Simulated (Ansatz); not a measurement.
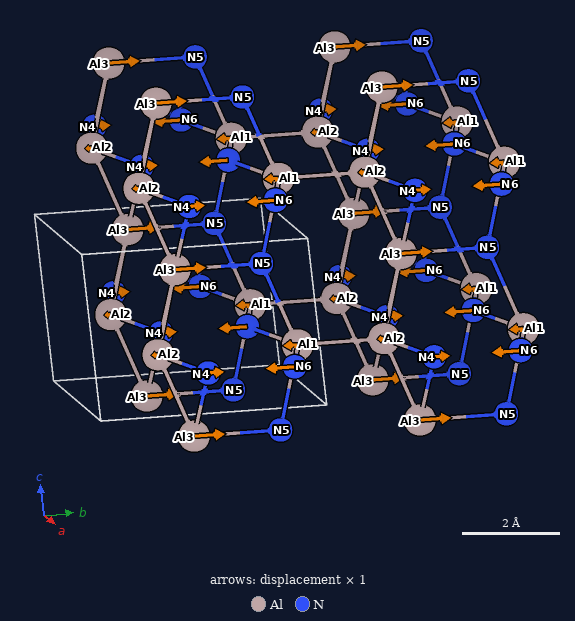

A relaxation of crystalline AlN (a generated structure, set up in P2) (coarse preliminary run). The starting structure is drawn; orange arrows show the displacements (the part carried along by the change of the cell is left out), at their true length.

A ball-and-stick model of the cell of the calculation, repeated 2 × 2 × 2 with one cell outlined, seen slightly off an axis.

The calculation used Ansatz, DFT PBE, scalar-relativistic, plane waves, PAW.

Input
```yaml
crystal:
  lattice:
    - [3.52220834, 0.0, 0.0]
    - [0.0, 4.88712962, 0.0]
    - [-1.42344444, 0.0, 3.22176311]
  atoms:
    - { symbol: Al, position: [0.5, 0.80866071, 0.5] }
    - { symbol: Al, position: [0.5, 0.19133929, 0.5] }
    - { symbol: Al, position: [0.5, 0.30866086, 0.0] }
    - { symbol: "N", position: [0.0, 0.30866086, 0.5] }
    - { symbol: "N", position: [0.5, 0.69133914, 0.0] }
    - { symbol: "N", position: [0.0, 0.69133914, 0.5] }
basis:
  ecutwfc: 420
kpoints:
  mp_grid: { grid: [6, 4, 6] }
hamiltonian:
  xc: pbe
scf:
  occupations: { method: gaussian, width: 0.1 }
  lower_state_search: "off"
output:
  forces: true
  stress: true
  eigenvalues: true
relax:
  adjacent_minimum: "off"
  f_tol: 0.04
  max_steps: 70
  cell: { stress_tol: 0.4 }
```

Run as
```bash
ansatz run input.yaml --threads 1 --pin off --max-ram 2560MiB --backend cpu --events-out ev --progress --plain --runs-dir out
```

Describe the change and its energy.

Answer. Al3 moves most relative to the cell: 0.72 Å along +b. By element the largest moves are Al 0.72 Å, N 0.67 Å. The volume changes by +48.4 %, with a 3.522 → 3.305 Å (−6.2 %), b 4.887 → 6.379 Å (+30.5 %), c 3.522 → 4.016 Å (+14.0 %), β 113.8° → 103.6°. Some distances before and after: Al1–Al2 1.870 → 2.622 Å, Al2–Al3 1.852 → 2.595 Å, N4–N6 1.870 → 1.376 Å, N5–N6 1.923 → 2.404 Å. New bonds form: N4–N6 (1.87 → 1.38 Å). Bond angles that change, for instance: Al2–Al3–Al2 143.9° → 101.4°, N4–Al2–N4 143.9° → 103.0°, Al2–N4–Al2 143.9° → 103.0°. The space group stays P2 (No. 3). After 12 accepted moves (16 points after the start) the energy has fallen by 12.148 eV per cell of the calculation. Largest force component: 11 eV/Å at the start, 0.023 eV/Å at the end. Pressure: 94.09 GPa at the start and 0.01 GPa at the end. The line search rejected the trial steps at points 6, 9 of the run. The SCF was repeated twice at an unchanged geometry on a basis and grid sized afresh for the cell, which shifted the energy by 0.602 eV per cell of the calculation at most. The run took 2.6 min on 1 thread of Arm Neoverse V1, with other jobs on the host, peak memory 0.39 GiB.
